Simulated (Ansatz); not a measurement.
Run report: Be$_{2}$H$_{3}$O, geometry relaxation (part 3 of 3)

Continued. System: Be$_{2}$H$_{3}$O (Cmc2₁, 12 atoms in the cell). Method: DFT with r2SCAN, PAW plane waves, no spin polarisation (Ansatz 0.2.0); cutoff 500 eV, 5×5×3 k-mesh, Fermi–Dirac smearing. The structure is a generated one, with these elements put on the sites of a known structure type; it need not be a known phase.

### Trajectory as extended XYZ, continued
```
12
Lattice="3.0610 2.2749 0.0000 3.0610 -2.2749 0.0000 0.0000 0.0000 -6.6030" Properties=species:S:1:pos:R:3:forces:R:3 step=9 energy=-1603.48501 pressure_GPa=-1.46
O     3.0610   -0.5613   -1.0085    0.0000   0.1073   0.8831
O     3.0610    0.5613   -4.3100    0.0000  -0.1073   0.8831
Be    3.0610   -2.7035   -5.0315    0.0000   0.9384  -0.5469
Be    3.0610    2.7035   -1.7300    0.0000  -0.9384  -0.5469
Be    3.0610   -1.0383    0.4421    0.0000   0.5365  -0.2593
Be    3.0610    1.0383   -2.8594    0.0000  -0.5365  -0.2593
H     3.0610    1.5463   -6.5944    0.0000   0.6380  -0.3701
H     3.0610   -1.5463   -3.2929    0.0000  -0.6380  -0.3701
H     1.1169    0.6518   -5.4297   -0.1310  -0.4000   0.1467
H     5.0051   -0.6518   -2.1282    0.1310   0.4000   0.1467
H     5.0051    0.6518   -5.4297    0.1310  -0.4000   0.1467
H     1.1169   -0.6518   -2.1282   -0.1310   0.4000   0.1467
12
Lattice="3.5128 2.2028 0.0000 3.5128 -2.2028 0.0000 0.0000 0.0000 -5.2503" Properties=species:S:1:pos:R:3:forces:R:3 step=13 energy=-1606.63878 pressure_GPa=11.88
O     3.5128   -0.2933   -0.9574    0.0000  -2.9502   1.6008
O     3.5128    0.2933   -3.5826    0.0000   2.9502   1.6008
Be    3.5128   -2.5884   -4.0366    0.0000  -1.6735  -0.2542
Be    3.5128    2.5884   -1.4114    0.0000   1.6735  -0.2542
Be    3.5128   -0.6066    0.5635    0.0000  -1.2581  -1.3375
Be    3.5128    0.6066   -2.0617    0.0000   1.2581  -1.3375
H     3.5128    2.0148   -5.4298    0.0000  -0.6053   0.0387
H     3.5128   -2.0148   -2.8046    0.0000   0.6053   0.0387
H     1.1291    0.4348   -4.2346   -0.0167  -0.0036  -0.0239
H     5.8965   -0.4348   -1.6094    0.0167   0.0036  -0.0239
H     5.8965    0.4348   -4.2346    0.0167  -0.0036  -0.0239
H     1.1291   -0.4348   -1.6094   -0.0167   0.0036  -0.0239
12
Lattice="3.6877 2.3468 0.0000 3.6877 -2.3468 0.0000 0.0000 0.0000 -5.1829" Properties=species:S:1:pos:R:3:forces:R:3 step=16 energy=-1607.65354 pressure_GPa=0.69
O     3.6877   -0.4826   -0.8106    0.0000   0.4142  -0.1351
O     3.6877    0.4826   -3.4021    0.0000  -0.4142  -0.1351
Be    3.6877   -2.8224   -4.0258    0.0000   0.4190   0.3389
Be    3.6877    2.8224   -1.4343    0.0000  -0.4190   0.3389
Be    3.6877   -0.6537    0.7436    0.0000  -0.3220  -0.0917
Be    3.6877    0.6537   -1.8478    0.0000   0.3220  -0.0917
H     3.6877    1.8138   -5.5353    0.0000   0.0459  -0.1111
H     3.6877   -1.8138   -2.9439    0.0000  -0.0459  -0.1111
H     1.1228    0.4433   -4.2329   -0.0706  -0.0529  -0.0005
H     6.2525   -0.4433   -1.6415    0.0706   0.0529  -0.0005
H     6.2525    0.4433   -4.2329    0.0706  -0.0529  -0.0005
H     1.1228   -0.4433   -1.6415   -0.0706   0.0529  -0.0005
12
Lattice="3.7514 2.3429 0.0000 3.7514 -2.3429 0.0000 0.0000 0.0000 -5.2029" Properties=species:S:1:pos:R:3:forces:R:3 step=20 energy=-1607.70043 pressure_GPa=0.03
O     3.7514   -0.4543   -0.8417    0.0000  -0.0142  -0.0123
O     3.7514    0.4543   -3.4432    0.0000   0.0142  -0.0123
Be    3.7514   -2.8046   -4.0033    0.0000   0.0012   0.0150
Be    3.7514    2.8046   -1.4018    0.0000  -0.0012   0.0150
Be    3.7514   -0.6753    0.7099    0.0000  -0.0169   0.0102
Be    3.7514    0.6753   -1.8915    0.0000   0.0169   0.0102
H     3.7514    1.8178   -5.5326    0.0000  -0.0144  -0.0319
H     3.7514   -1.8178   -2.9311    0.0000   0.0144  -0.0319
H     1.1166    0.4366   -4.2481   -0.0012   0.0044   0.0096
H     6.3863   -0.4366   -1.6466    0.0012  -0.0044   0.0096
H     6.3863    0.4366   -4.2481    0.0012   0.0044   0.0096
H     1.1166   -0.4366   -1.6466   -0.0012  -0.0044   0.0096
12
Lattice="3.8489 2.3435 0.0000 3.8489 -2.3435 0.0000 0.0000 0.0000 -5.2017" Properties=species:S:1:pos:R:3:forces:R:3 step=24 energy=-1607.72279 pressure_GPa=0.11
O     3.8489   -0.4613   -0.8494    0.0000   0.0283  -0.0068
O     3.8489    0.4613   -3.4502    0.0000  -0.0283  -0.0068
Be    3.8489   -2.7953   -4.0002    0.0000  -0.0428  -0.0033
Be    3.8489    2.7953   -1.3994    0.0000   0.0428  -0.0033
Be    3.8489   -0.6725    0.7047    0.0000   0.0129   0.0032
Be    3.8489    0.6725   -1.8962    0.0000  -0.0129   0.0032
H     3.8489    1.8058   -5.5340    0.0000   0.0001   0.0018
H     3.8489   -1.8058   -2.9331    0.0000  -0.0001   0.0018
H     1.1161    0.4461   -4.2404    0.0240   0.0103   0.0026
H     6.5816   -0.4461   -1.6396   -0.0240  -0.0103   0.0026
H     6.5816    0.4461   -4.2404   -0.0240   0.0103   0.0026
H     1.1161   -0.4461   -1.6396    0.0240  -0.0103   0.0026
12
Lattice="3.8832 2.3448 0.0000 3.8832 -2.3448 0.0000 0.0000 0.0000 -5.1984" Properties=species:S:1:pos:R:3:forces:R:3 step=28 energy=-1607.72424 pressure_GPa=-0.00
O     3.8832   -0.4589   -0.8486    0.0000  -0.0007  -0.0046
O     3.8832    0.4589   -3.4478    0.0000   0.0007  -0.0046
Be    3.8832   -2.8013   -4.0002    0.0000   0.0003   0.0039
Be    3.8832    2.8013   -1.4010    0.0000  -0.0003   0.0039
Be    3.8832   -0.6744    0.7046    0.0000   0.0006   0.0001
Be    3.8832    0.6744   -1.8946    0.0000  -0.0006   0.0001
H     3.8832    1.8103   -5.5329    0.0000   0.0009   0.0015
H     3.8832   -1.8103   -2.9337    0.0000  -0.0009   0.0015
H     1.1182    0.4457   -4.2355   -0.0008   0.0005  -0.0005
H     6.6481   -0.4457   -1.6363    0.0008  -0.0005  -0.0005
H     6.6481    0.4457   -4.2355    0.0008   0.0005  -0.0005
H     1.1182   -0.4457   -1.6363   -0.0008  -0.0005  -0.0005
```

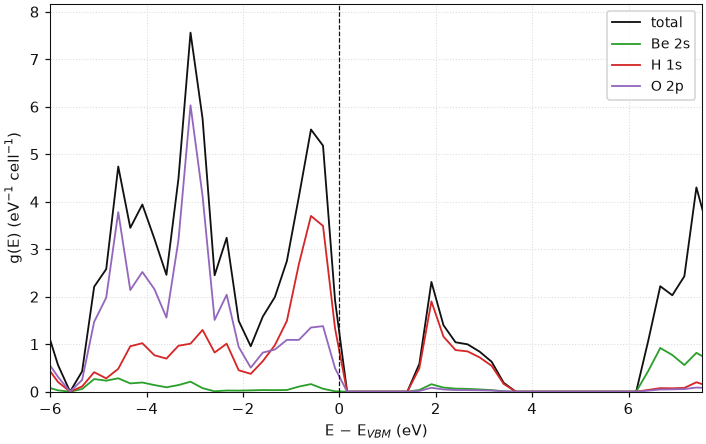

Density of states (projected on Löwdin-orthogonalised atomic shells), with energies from the valence-band top. There is a gap of 1.53 eV on the k-point mesh.

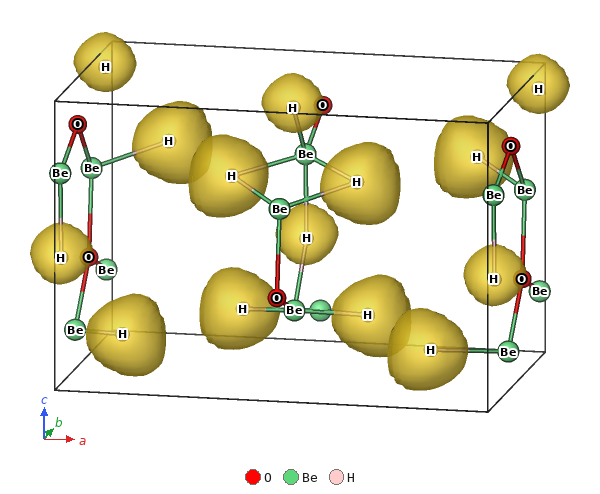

Isosurface of the ELF at 0.9 (yellow), seen slightly off an axis. Only the valence region is drawn (cores and ρ < 0.01 e/Å³ removed). Sticks mark near contacts. The outline is the cell set on symmetry axes. Profiles from the grid: Be–H (1.46 Å): the ELF climbs to about 1 towards the hydrogen, as it does in any bond to H. Be–O (1.53 Å): the ELF is about 0.85 at the midpoint. Core electrons are frozen (PAW), so the fields are smoothed inside the atomic spheres.

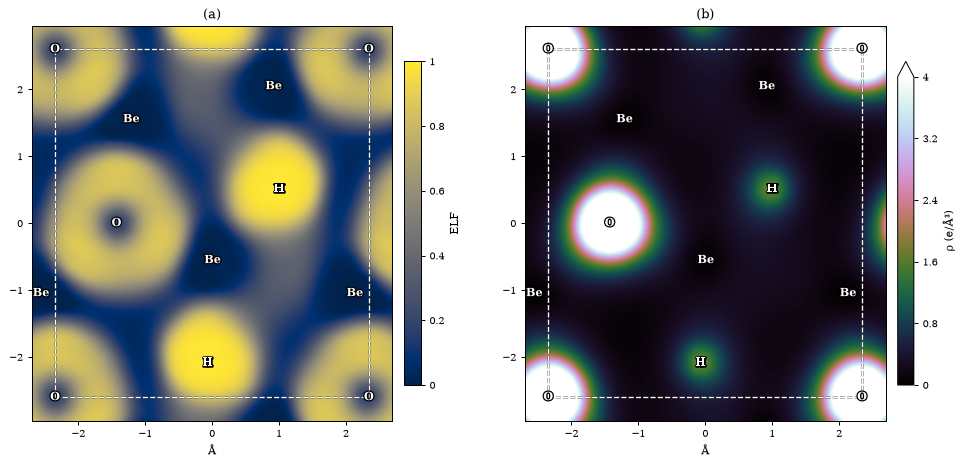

(a) ELF; (b) valence pseudo-density on the (100) plane of the conventional cell. Atoms in the plane: O, Be and H. Be–H (1.46 Å): ρ is about 0.38 e/Å³ halfway; the ELF climbs to about 1 towards the hydrogen. Be–O (1.53 Å): ρ is about 1.2 e/Å³ halfway; the ELF is about 0.85 at the midpoint. Be–H (1.53 Å): the density is about 0.33 e/Å³ at the midpoint; the ELF climbs to about 1 towards the hydrogen. Away from the nuclei the density in this plane falls to 0.08 e/Å³ at its lowest.

The run was set up as follows.

### Input
```yaml
crystal:
  lattice:
    - [3.090558, 2.638488, 0.0]
    - [3.090558, -2.638488, 0.0]
    - [0.0, 0.0, -7.879499]
  atoms:
    - { symbol: O, position: [0.438, 0.562, 0.0974] }
    - { symbol: O, position: [0.562, 0.438, 0.5974] }
    - { symbol: Be, position: [0.0776, 0.9224, 0.8757] }
    - { symbol: Be, position: [0.9224, 0.0776, 0.3757] }
    - { symbol: Be, position: [0.2762, 0.7238, 0.0] }
    - { symbol: Be, position: [0.7238, 0.2762, 0.5] }
    - { symbol: H, position: [0.896, 0.104, 0.92] }
    - { symbol: H, position: [0.104, 0.896, 0.42] }
    - { symbol: H, position: [0.236, 0.062, 0.799] }
    - { symbol: H, position: [0.764, 0.938, 0.299] }
    - { symbol: H, position: [0.938, 0.764, 0.799] }
    - { symbol: H, position: [0.062, 0.236, 0.299] }
  symmetry: { tolerance: 0.0003 }
kpoints:
  mp_grid: { grid: [5, 5, 3], shift: [0, 0, 0] }
magnetization:
  spin_polarized: false
scf:
  occupations: { method: fermi_dirac }
  lower_state_search: "off"
hamiltonian:
  pseudopotentials: { kind: paw }
  xc: r2scan
basis:
  ecutwfc: 500
  fft_grid_basis: typed
relax:
  max_steps: 80
  cell: { p_target: 0.0 }
  f_tol: 0.03
output:
  forces: true
  stress: true
  eigenvalues: true
  bader: false
  populations: true
  elf: true
  write_potential: true
  volumetric_format: npy
  dos:
    e_range: [-12, 8]
    de: 0.05
    projected: { site_lists: { Be: [Be], H: [H], O: [O] } }
  write_density: true
checkpoint:
  read: saved_state
```

Launch command:
```bash
ansatz run input.yaml --threads 2 --pin off --max-ram 2560MiB --backend cpu --events-out ev --progress --plain --runs-dir out
```

### Key numbers

```json
{"quantity": "outcome", "value": "converged"}
{"quantity": "space group (tolerance 0.01 Å)", "value": "Cmc2₁ (36)"}
{"quantity": "electrons treated", "value": "26"}
{"quantity": "free energy", "value": "−1607.7242 eV"}
{"quantity": "Fermi energy", "value": "1.266 eV"}
{"quantity": "pressure", "value": "0.00 GPa"}
{"quantity": "final volume", "value": "94.67 Å³"}
{"quantity": "electronic character", "value": "gap of 1.53 eV"}
{"quantity": "largest force (length of the vector) at the end", "value": "0.005 eV/Å"}
{"quantity": "final cell", "value": "a = 4.536 Å, b = 4.536 Å, c = 5.198 Å, α = 90.00°, β = 90.00°, γ = 62.25°"}
{"quantity": "hardware", "value": "2 threads of Intel Xeon (Granite Rapids), 64 GiB of memory available, shared host"}
{"quantity": "wall time", "value": "2.3 min (CPU time 4.5 min)"}
{"quantity": "peak memory", "value": "0.62 GiB"}
```
